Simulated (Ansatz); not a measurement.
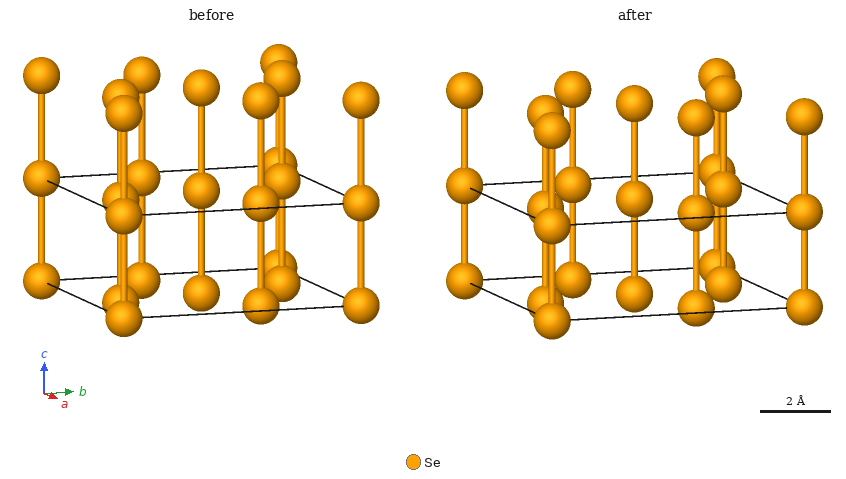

The structure of solid Se (a generated structure, set up in P4/mbm) before (left) and after (right) a relaxation, at one scale.

A ball-and-stick model of the cell of the calculation, repeated 1 × 1 × 2 with one cell outlined, seen slightly off an axis.

Method: DFT PBE, scalar-relativistic, plane waves, PAW (Ansatz 0.2.0). Settings: plane-wave cutoff 420 eV; k-point mesh 6 × 6 × 12; occupations gaussian; smearing width 0.1 eV; no spin polarisation; cell and atoms relaxed; force threshold 0.01 eV/Å; at most 80 steps.

> What changed between the two?

Over 6 accepted moves (9 points after the start) the energy falls by 38.3 meV per atom. The largest force component goes from 0.0024 to 0.0056 eV/Å. The pressure goes from 0.27 to −0.01 GPa. The line search rejected the trial steps at points 4, 6 of the run. The SCF was repeated once at an unchanged geometry on a basis and grid sized afresh for the cell, which shifted the energy by less than 0.05 meV per atom at most. The largest moves relative to the cell, 0.10 Å, are those of Se atoms. The volume changes by +4.9 %, with a = b 7.185 → 7.641 Å (+6.3 %), c 2.975 → 2.759 Å (−7.3 %). Some distances before and after: Se–Se 2.975 → 2.759 Å, Se–Se 2.413 → 2.361 Å. The space group stays P4/mbm (No. 127).
